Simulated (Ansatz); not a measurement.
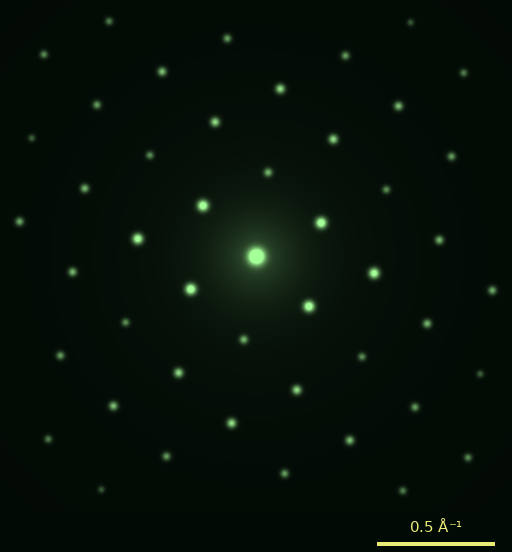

Kinematic zone-axis pattern, calculated for 120 keV electrons with B = 0.3 Å².

What net do the spots form, and what spacings does it show?

Answer. The spots form a centred rectangular net with both shortest vectors at d = 3.19 Å, 70.5° apart.

What is the point symmetry of the pattern, intensities included?

Answer. 2mm. A zero-layer kinematic pattern is always centrosymmetric (Friedel's law).

What was simulated?

Answer. This cannot be fixed from one zone alone; the pattern is [110] of NbP, space group F-43m (No. 216), a = 5.53 Å. The net vectors are -1 1 -1 and -1 1 1. Structure: coordinates from a relaxation with DFT PBEsol, scalar-relativistic, plane waves, PAW (Ansatz 0.2.0); the starting structure was generated, so it need not be a known form of this composition.
